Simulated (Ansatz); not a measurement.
**Single-point calculation, with input and output: MoS2**

MoS2 (P6₃/mmc, 6 atoms in the cell), computed with DFT LDA+U, scalar-relativistic, plane waves, PAW, Ueff = 2 eV on Mo atom 1 d; Ueff = 2 eV on Mo atom 2 d, spin-polarised (Ansatz 0.2.0).

The structure derives from an entry of the Crystallography Open Database. It belongs to a series of runs on one base structure; here: from atoms, default search. Figures and captions count atoms from 1; the log counts them from 0 in places.

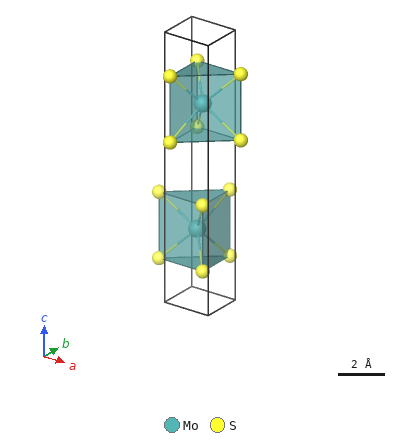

The structure (polyhedral view of the cell of the calculation, seen slightly off an axis; polyhedra are completed across the faces of the cell).

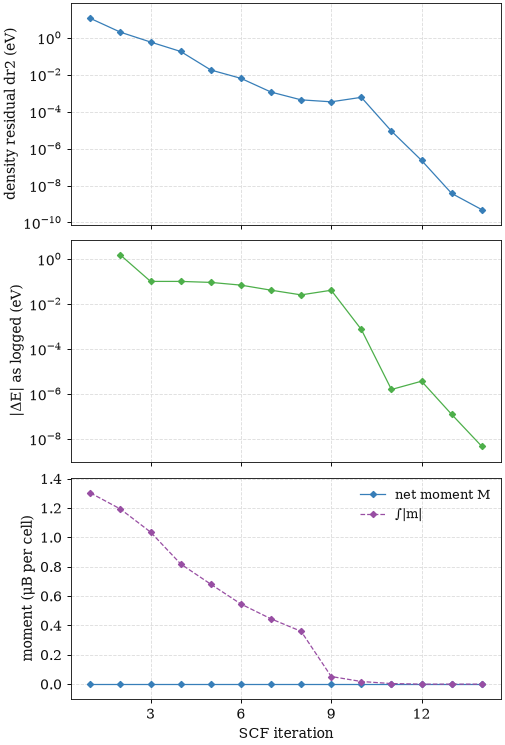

Convergence of the self-consistent field: density residual dr2, size of the energy change and magnetic moment against the SCF iteration. The residual falls almost steadily, with no more than small rises. The net moment stays at 0.0 μB per cell, and ∫|m| falls to zero.

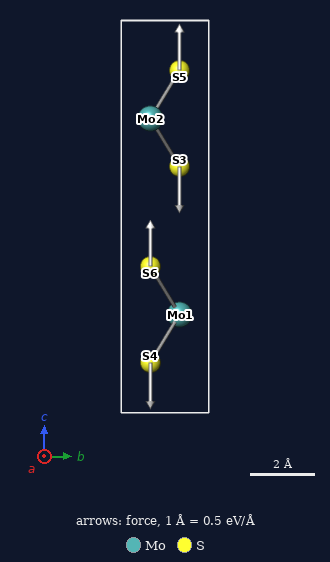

Forces on the atoms as white arrows (ball-and-stick view of the cell of the calculation, along the a axis; atoms are numbered from 1 in the order of the input). The largest act on all 4 S atoms (0.74 eV/Å). The geometry is not a stationary point of this energy.

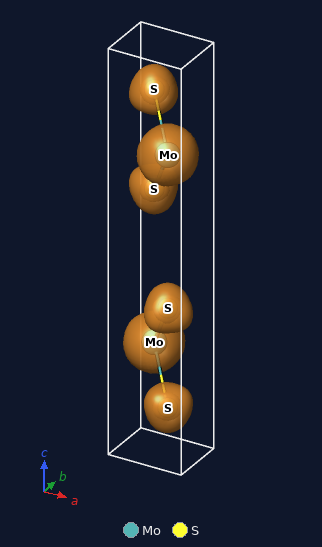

Isosurface of the valence pseudo-density at 1 e/Å³ (orange), seen at an oblique angle. Sticks mark near contacts. The outline is the cell set on symmetry axes. At this value the density breaks into separate islands; it holds about 45 % of the electrons treated as valence (semicore included). It is pinched off along the Mo–S (2.37 Å) contacts. On the grid the lowest density along these lines, outside the cores, is 0.65 e/Å³ (Mo–S, 2.37 Å). In a PAW calculation such maps are meaningful between the atoms, not at the nuclei.

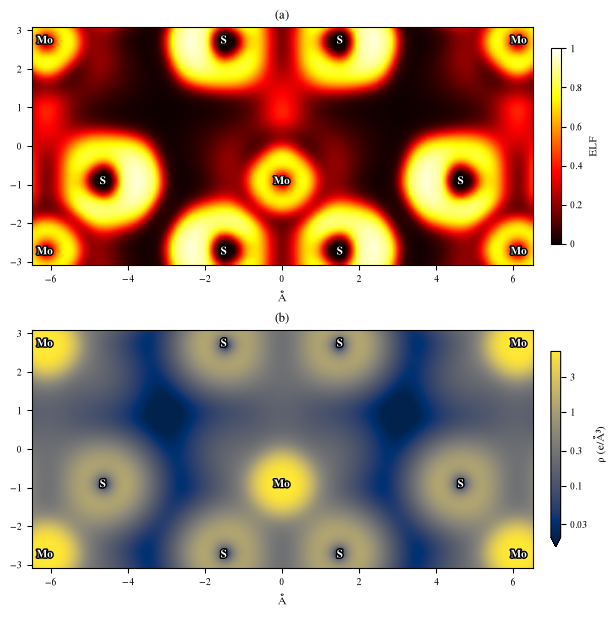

(a) electron localisation function; (b) valence charge density (pseudo) on the (110) plane of the conventional cell. Atoms in the plane: Mo and S. Mo–S (2.37 Å): ρ is about 0.65 e/Å³ halfway; the ELF is about 0.45 at the midpoint. Away from the nuclei the density in this plane falls to 0.01 e/Å³ at its lowest. The strong features right at Mo lie inside the PAW spheres (semicore, d or f shells) and say nothing about bonding.

The input and output of the run follow.

## The input
```yaml
crystal:
  lattice:
    - [3.16100152, 0.0, 0.0]
    - [-1.58050076, 2.73750762, 0.0]
    - [0.0, 0.0, 12.2949997]
  atoms:
    - { symbol: Mo, position: [0.3333333333, 0.6666666667, 0.25], spin: 2.0 }
    - { symbol: Mo, position: [0.6666666667, 0.3333333333, 0.75], spin: -2.0 }
    - { symbol: S, position: [0.3333333333, 0.6666666667, 0.6275] }
    - { symbol: S, position: [0.6666666667, 0.3333333333, 0.1275] }
    - { symbol: S, position: [0.3333333333, 0.6666666667, 0.8725] }
    - { symbol: S, position: [0.6666666667, 0.3333333333, 0.3725] }
basis:
  ecutwfc: 420
  ecutrho_ratio: 4
kpoints:
  mp_grid: { grid: [7, 7, 2] }
hamiltonian:
  xc: lda
  hubbard:
    sites: [{ site: 0, l: d, u_eff: 2.0 }, { site: 1, l: d, u_eff: 2.0 }]
scf:
  occupations: { method: gaussian, width: 0.05 }
output:
  forces: true
  stress: true
  eigenvalues: true
  populations: true
  hubbard: { sites: [{ site: 0, l: d }, { site: 1, l: d }] }
  write_density: true
  write_potential: true
  elf: true
  volumetric_format: npy
magnetization:
  spin_polarized: true
```

Launched with:
```bash
ansatz run input.yaml --threads 4 --pin off --max-ram 6144MiB --backend cpu --events-out ev --progress --plain --runs-dir out
```

## Log
```
Mo: projections on atomic orbitals take those of the free atom [Ar 3d10] 4s2 4p6 4d5 5s1, of charge +0.00 (hamiltonian.pseudopotentials.projection_atoms); the dataset's partial waves leave at most 6.0e-6 of an orbital's norm unspanned inside its sphere
S: projections on atomic orbitals take those of the free atom [Ne] 3s2 3p4, of charge +0.00 (hamiltonian.pseudopotentials.projection_atoms); the dataset's partial waves leave at most 1.6e-7 of an orbital's norm unspanned inside its sphere
Engine: ansatz 0.2.0, x86_64-unknown-linux-gnu
Pseudopotentials: kind: paw
Pseudopotential: Mo, paw, valence charge 14, recommended cutoff 420 eV (normal), Mo.paw.azcp
Pseudopotential: S, paw, valence charge 6, recommended cutoff 420 eV (normal), S.paw.azcp
Functional definition: SPW92
  exchange = slater_x
  correlation = pw_c
Crystal: 6 atoms, lattice volume = 106.392 Å³
Basis set: ecut = 420 eV, 2057 PW (Γ)
Bands: 34, of which v1, the nominal top of the filled ones, is band 26 counted from 1 (25 counted from 0)
Symmetry: 12 space group operations
Space group: P-6m2 (ITA 187), of the structure as read, at distance tolerance 4.7e-5 Å
Magnetic group: BNS 194.267 (UNI 1497), of the structure as read, at distance tolerance 4.7e-5 Å
k-points: 16 of 98 (time reversal used)
Non-local potential: Mo, projectors of the file, l = 0: 3, l = 1: 2, l = 2: 2, l = 3: 1
Non-local potential: S, projectors of the file, l = 0: 2, l = 1: 2, l = 2: 2
PAW form: soft (Blöchl's): semilocal exchange-correlation on the pseudo side does not see the compensation charge
PAW frozen core: Mo, regenerated for the run's functional, and the local potential with it (the file was generated under x = pbe(κ = 0.804, μ = 0.2195149727645171), c = pbe(β = 0.06672455060314922))
PAW frozen core: S, regenerated for the run's functional, and the local potential with it (the file was generated under x = pbe(κ = 0.804, μ = 0.2195149727645171), c = pbe(β = 0.06672455060314922))
PAW one-centre angular grid: Mo, 590 points (default); XC on 64 Gauss nodes
PAW one-centre angular grid: S, 110 points (default); XC on 64 Gauss nodes
Initial density: superposition of atomic densities (chi_scale 0.1, normalization cell)
Starting moments: Σ|m| = 4 μB on 2 of 6 sites
Starting magnetic order: antiferromagnet; an inversion exchanges its spin sublattices: spin-degenerate at every k-point
Initial wavefunctions: pseudopotential atomic-orbital guess
Functional: x = slater, c = lda
SCF iter   1: F=—  HF=-13165.965520 eV  |F-HF|=—  |Δ(HF+E_count)|=         —  Δρ=6.79e-2 (↑6.79e-2 ↓6.79e-2)  dr2=1.12e1  dr2_m=2.70e0  M=0.000 μB ∫|m|=1.303 μB  β_m=0.30  ethr=3.10e-3  ⟨swp⟩=7.2  Hψ=5035  notcnv=0
preconditioner: auto → Resta (q_TF=auto, 2.421 Å⁻¹)  ε∞=6.6  [insulator: Δε(μ)=0.238 eV  Ē_g=9.148 eV  σ=0.050 eV  W_gap=1.00  n_scr=26 (ndim 8)  ℏωp=21.6 eV  f_vac=0.004  D(μ)=0.01/eV (n_scr^D=0)  ε∞_Penn≈6.6]
spin=Collinear: Resta preconditioning applied to the charge; magnetization (m = ρ↑ − ρ↓) channel mixes plain (no charge-response kernel on spin).
SCF iter   2: F=—  HF=-13164.467305 eV  |F-HF|=—  |Δ(HF+E_count)|=    1.50e0  Δρ=4.30e-2 (↑4.30e-2 ↓4.30e-2)  dr2=2.00e0  dr2_m=1.37e0  M=-0.000 μB ∫|m|=1.193 μB  β_m=0.30  ethr=3.10e-3  ⟨swp⟩=3.0  Hψ=2344  notcnv=0  defer=42
SCF iter   3: F=—  HF=-13164.365931 eV  |F-HF|=—  |Δ(HF+E_count)|=   1.01e-1  Δρ=2.88e-2 (↑2.88e-2 ↓2.88e-2)  dr2=5.87e-1  dr2_m=7.17e-1  M=-0.000 μB ∫|m|=1.036 μB  β_m=0.30  ethr=3.10e-3  ⟨swp⟩=2.2  Hψ=1870  notcnv=0  defer=60
SCF iter   4: F=—  HF=-13164.467031 eV  |F-HF|=—  |Δ(HF+E_count)|=   1.01e-1  Δρ=2.11e-2 (↑2.11e-2 ↓2.11e-2)  dr2=1.81e-1  dr2_m=4.10e-1  M=0.000 μB ∫|m|=0.819 μB  β_m=0.30  ethr=1.13e-3  ⟨swp⟩=2.9  Hψ=1780  notcnv=0  defer=66
SCF iter   5: F=—  HF=-13164.558191 eV  |F-HF|=—  |Δ(HF+E_count)|=   9.12e-2  Δρ=1.54e-2 (↑1.54e-2 ↓1.54e-2)  dr2=1.80e-2  dr2_m=2.28e-1  M=0.000 μB ∫|m|=0.681 μB  β_m=0.30  ethr=3.48e-4  ⟨swp⟩=2.6  Hψ=1778  notcnv=0  defer=72
SCF iter   6: F=—  HF=-13164.627186 eV  |F-HF|=—  |Δ(HF+E_count)|=   6.90e-2  Δρ=1.18e-2 (↑1.18e-2 ↓1.18e-2)  dr2=6.36e-3  dr2_m=1.34e-1  M=0.000 μB ∫|m|=0.546 μB  β_m=0.30  ethr=3.46e-5  ⟨swp⟩=2.1  Hψ=1782  notcnv=0  defer=76
SCF iter   7: F=—  HF=-13164.668301 eV  |F-HF|=—  |Δ(HF+E_count)|=   4.11e-2  Δρ=8.96e-3 (↑8.96e-3 ↓8.96e-3)  dr2=1.15e-3  dr2_m=7.82e-2  M=0.000 μB ∫|m|=0.445 μB  β_m=0.30  ethr=1.22e-5  ⟨swp⟩=2.0  Hψ=1626  notcnv=0  defer=82
Mixer restart at iter 7: flushing history
spin-set hold released at iteration 7 (site moments contracting): the magnetisation degrees of freedom join the quasi-Newton model from the next iteration; the mixer history was flushed
SCF iter   8: F=—  HF=-13164.693667 eV  |F-HF|=—  |Δ(HF+E_count)|=   2.54e-2  Δρ=6.92e-3 (↑6.92e-3 ↓6.92e-3)  dr2=4.35e-4  dr2_m=4.66e-2  M=0.000 μB ∫|m|=0.360 μB  β_m=0.65  ethr=2.21e-6  ⟨swp⟩=2.0  Hψ=1530  notcnv=0  defer=82
SCF iter   9: F=—  HF=-13164.734495 eV  |F-HF|=—  |Δ(HF+E_count)|=   4.08e-2  Δρ=7.93e-4 (↑7.93e-4 ↓7.93e-4)  dr2=3.41e-4  dr2_m=5.80e-4  M=0.000 μB ∫|m|=0.052 μB  β_m=0.80  ethr=8.36e-7  ⟨swp⟩=3.0  Hψ=2530  notcnv=0  defer=82
SCF iter  10: F=—  HF=-13164.735230 eV  |F-HF|=—  |Δ(HF+E_count)|=   7.35e-4  Δρ=3.60e-4 (↑3.60e-4 ↓3.60e-4)  dr2=5.96e-4  dr2_m=6.48e-5  M=0.000 μB ∫|m|=0.018 μB  β_m=0.77  ethr=6.57e-7  ⟨swp⟩=2.0  Hψ=1932  notcnv=0  defer=82
SCF iter  11: F=—  HF=-13164.735229 eV  |F-HF|=—  |Δ(HF+E_count)|=   1.57e-6  Δρ=6.39e-5 (↑6.38e-5 ↓6.39e-5)  dr2=8.84e-6  dr2_m=3.07e-6  M=0.000 μB ∫|m|=0.004 μB  β_m=0.85  ethr=6.57e-7  ⟨swp⟩=2.2  Hψ=1582  notcnv=0  defer=82
SCF iter  12: F=—  HF=-13164.735232 eV  |F-HF|=—  |Δ(HF+E_count)|=   3.67e-6  Δρ=9.50e-6 (↑9.50e-6 ↓9.50e-6)  dr2=2.30e-7  dr2_m=5.91e-8  M=0.000 μB ∫|m|=0.000 μB  β_m=0.92  ethr=1.70e-8  ⟨swp⟩=2.0  Hψ=1552  notcnv=0  defer=88
iter 13 did not close the SCF: its close was put off for a magnetic moment that had not settled (scf_convergence_deferred on its scf_iter line)
SCF iter  13: F=-13164.735233 eV  HF=-13164.735233 eV  |F-HF|=2.77e-9  |Δ(HF+E_count)|=   1.23e-7  Δρ=1.54e-6 (↑1.54e-6 ↓1.54e-6)  dr2=3.75e-9  dr2_m=1.64e-9  M=0.000 μB ∫|m|=0.000 μB  β_m=0.96  ethr=1.92e-10  ⟨swp⟩=15.0  Hψ=7598  notcnv=0
SCF iter  14: F=-13164.735233 eV  HF=-13164.735233 eV  |F-HF|=2.69e-10  |Δ(HF+E_count)|=   4.67e-9  Δρ=3.19e-7 (↑3.19e-7 ↓3.16e-7)  dr2=4.97e-10  dr2_m=2.40e-11  M=0.000 μB ∫|m|=0.000 μB  ethr=7.21e-12  ⟨swp⟩=5.0  Hψ=5777  notcnv=0
SCF 1 converged in 14 iterations: F = -13164.735233 eV  dr2 = 4.97e-10
  greatest PAW one-centre occupation: 0.999 electrons in one spin orbital (limit 2), on the Mo atom at site 0 (counted from 0), in its partial waves of l = 0
WARN: the starting moments were not kept: the SCF closed with an absolute magnetisation of 5.7e-6 μB, where they sum to 4 μB in size (2 sites). That is at most 0.1 of that sum. Measured as dr2_m measures the in/out step, that magnetisation stands 4.7e-12 eV from none, at or under the dr2_threshold of 1.0e-7 eV: it is no larger than a step whose dr2_m would equal this threshold. The system may hold no moment; this SCF shows only that its start led to no more than that. To try another start: raise the starting moments (crystal.atoms[].spin, magnetization.per_species, magnetization.initial_magnetization, or on a non-collinear deck that types none of these the spinor_matrix: blocks that start its atoms; where the total moment is fixed, keep their sum and leave initial_magnetization as it is; typed ones take the place of any that the run laid by itself, positive ones on a crystal's lanthanoids without a Hubbard term where scf.initial_density.shell_occupations: [] is typed) or, if the notice of its spin-set hold's release reads "site moments contracting" or "site moments show no strong build", lengthen the hold (scf.mixing.spin_hold: { on: { confirm: 4 } }; for m-r²SCAN on two components see the key's manual first). Each may lead to a state that holds a moment. A second SCF, from the converged charge density, with the starting moments and any scf.initial_density.shell_occupations laid on it anew, would have followed, and was not run: the deck does not ask for one (magnetization.retry_lost_moments is false, the default). To let it run, set magnetization.retry_lost_moments: true and run the deck again, where that key's refused combinations let it; where memory then withholds it, that run's warning says so.
SCF converged after 14 iterations
Magnetization: 0.0000 μB (26.0000 up, 26.0000 down)
Absolute magnetization: 0.0000 μB (∫|ρ↑−ρ↓|, with the PAW one-centre terms)
Spin contamination: 0.0000 ħ² per cell (⟨S²⟩ above its minimum at these occupations)
Per-site moments (μB) at R_I (Å): [(2.241547211093868e-7, 0.9760741621119455), (-2.225545808797814e-7, 0.9760741621119459), (3.733413730792757e-8, 0.9760741621119459), (-3.80719977430366e-8, 0.9760741621119455), (3.733413744986428e-8, 0.9760741621119459), (-3.807199786275301e-8, 0.9760741621119455)]
Free energy (F): -13164.735233 eV
Harris-Foulkes:  -13164.735233 eV  (|F-HF|=2.69e-10)
Internal energy: -13164.735233 eV  (E = F + TS)
E sigma→0 (E₀):  -13164.735233 eV
Fermi energy:    11.311178 eV
--- Per-component energies (eV) ---
  E_band       = -322.298548
  E_kinetic    = 1320.645992
  E_local      = -4096.560016  (includes V_loc(G=0)·N_el)
  E_nonlocal   = 413.064958
  E_hartree    = 1585.683310
  E_xc         = -753.978472
  E_vxc        = -813.589078  (∫ρ·V_xc dr)
  E_hubbard    = 4.949924  (on-site DFT+U / exact-exchange correction)
  E_vhub       = -0.575078  (the Hubbard potential's part of the band-sum identity)
  E_paw        = -8453.988089  (= ΣΔE_a)
  E_vpaw       = -316.650404  (= ΣTr[D̂ρ^β])
  E_aug_tail   = 0.000033  (compensation charges beyond the density's cutoff)
  E_ewald      = -3186.111296
  E_core_change = 1.558423  (= ΣΔE_core)
  E_smearing   = -0.000000  (= −TS)
  E_closure    = -0.000000  (closes the sum)
  Σ components = -13164.735233   (vs F -13164.735233, Δ=0.00e0)
--- Forces (eV/Å), atoms counted from 1 ---
  atom   1  Mo     0.00000000    -0.00000000     0.00000000
  atom   2  Mo     0.00000000     0.00000000     0.00000000
  atom   3  S      0.00000000     0.00000000    -0.73898431
  atom   4  S      0.00000000    -0.00000000    -0.73898456
  atom   5  S      0.00000000     0.00000000     0.73898431
  atom   6  S      0.00000000    -0.00000000     0.73898456
  max |Σ_I F_I| component: 3.24e-17 eV/Å
--- Stress (GPa, compression-positive) ---
       -1.307399      -0.000000       0.000000
        0.000000      -1.307399       0.000000
        0.000000       0.000000       5.558355
  P = ⅓ Tr σ = 0.9812 GPa (9.812 kbar)
--- Band table (eV; the first three rows and the last of 32) ---
  k-point 0 ↑: bands = ["-50.5684", "-50.5683", "-24.7995", "-24.7994", "-24.5833", "-24.5833", "-24.5833", "-24.5833", "-4.3442", "-4.1320", "-2.8861", "-2.5029", "3.6736", "4.5895", "7.0804", "7.0804", "7.0895", "7.0895", "7.4169", "8.3631", "8.3631", "8.3994", "8.3994", "9.6387", "9.6481", "10.8521", "12.9232", "12.9232", "12.9373", "12.9373", "13.2250", "13.2250", "13.3747", "13.3747"]
  k-point 1 ↑: bands = ["-50.5683", "-50.5683", "-24.7994", "-24.7994", "-24.5833", "-24.5833", "-24.5833", "-24.5833", "-4.2493", "-4.2493", "-2.6861", "-2.6861", "4.0749", "4.0749", "7.0849", "7.0849", "7.0849", "7.0849", "8.2659", "8.2659", "8.3812", "8.3812", "8.3812", "8.3812", "10.5711", "10.5711", "12.9267", "12.9267", "12.9267", "12.9267", "13.3030", "13.3030", "13.3030", "13.3030"]
  k-point 2 ↑: bands = ["-50.5601", "-50.5600", "-24.7831", "-24.7830", "-24.6650", "-24.6650", "-24.6017", "-24.6017", "-4.0320", "-3.8237", "-2.7573", "-2.4102", "4.0013", "4.8912", "6.5118", "6.5482", "6.7462", "7.4064", "7.4271", "7.5129", "7.9186", "7.9642", "8.6979", "9.6057", "9.7836", "10.2252", "12.5359", "12.6799", "12.8601", "12.8779", "13.0107", "13.0497", "13.4054", "13.4956"]
  k-point 15 ↓: bands = ["-50.5212", "-50.5212", "-24.9270", "-24.9270", "-24.8061", "-24.8061", "-24.7046", "-24.7046", "-2.1029", "-2.1029", "-1.8992", "-1.8992", "4.5405", "4.5405", "4.8712", "4.8712", "6.1642", "6.1642", "6.4496", "6.4496", "7.1387", "7.1387", "8.2505", "8.2505", "9.6638", "9.6638", "11.8262", "11.8262", "13.1847", "13.1847", "13.5864", "13.5864", "15.0612", "15.0612"]
Occupation matrices written to [file]
--- Löwdin populations: 6 sites ---
  site symbol       q [e]    m [muB]
     0     Mo     13.7372     0.0000
     1     Mo     13.7372    -0.0000
     2      S      6.0272     0.0000
     3      S      6.0272    -0.0000
     4      S      6.0272     0.0000
     5      S      6.0272    -0.0000
  spilling = 0.008019 (of n_electrons = 52.000000)
--- Occupation matrices: 2 shells (run DFT+U table (all-electron-ortho-atomic); ε = 5.95e-4) ---
  Mo0 d_4D: site group D3h (-6m2)
  Mo0 d_4D up     Tr n = 2.6187  λ = 0.477 0.477 0.535 0.535 0.595  [2× xz 0.50 E''(1.00) | 2× x2-y2 0.50 E'(1.00) | z2 1.00 A1'(1.00)]
  Mo0 d_4D dn     Tr n = 2.6187  λ = 0.477 0.477 0.535 0.535 0.595  [2× xz 0.50 E''(1.00) | 2× x2-y2 0.50 E'(1.00) | z2 1.00 A1'(1.00)]
  Mo1 d_4D: site group D3h (-6m2)
  Mo1 d_4D up     Tr n = 2.6187  λ = 0.477 0.477 0.535 0.535 0.595  [2× xz 0.50 E''(1.00) | 2× x2-y2 0.50 E'(1.00) | z2 1.00 A1'(1.00)]
  Mo1 d_4D dn     Tr n = 2.6187  λ = 0.477 0.477 0.535 0.535 0.595  [2× xz 0.50 E''(1.00) | 2× x2-y2 0.50 E'(1.00) | z2 1.00 A1'(1.00)]
  Tr n, λ and their labels are of the run-group-symmetrised matrices; stabiliser: 48 of 48 elements of G0×{1,Θ} (closed), max defect 3.0e-6 at τ = 1.3e-4
```

## Summary

```json
{"quantity": "outcome", "value": "converged"}
{"quantity": "space group (tolerance 0.01 Å)", "value": "P6₃/mmc (194)"}
{"quantity": "electrons treated", "value": "52"}
{"quantity": "free energy", "value": "−13164.7352 eV"}
{"quantity": "Fermi energy", "value": "11.311 eV"}
{"quantity": "gap on the k-point mesh", "value": "0.92 eV"}
{"quantity": "net moment of the cell", "value": "0.00 μB"}
{"quantity": "integrated absolute moment", "value": "0.00 μB"}
{"quantity": "pressure", "value": "0.98 GPa"}
{"quantity": "largest force (length of the vector)", "value": "0.739 eV/Å"}
{"quantity": "hardware", "value": "4 threads of Intel Xeon (Sapphire Rapids), 16 GiB of memory available, shared host"}
{"quantity": "wall time", "value": "11 s (CPU time 40 s)"}
{"quantity": "peak memory", "value": "0.55 GiB"}
```

The program warns: some starting moments were not kept.
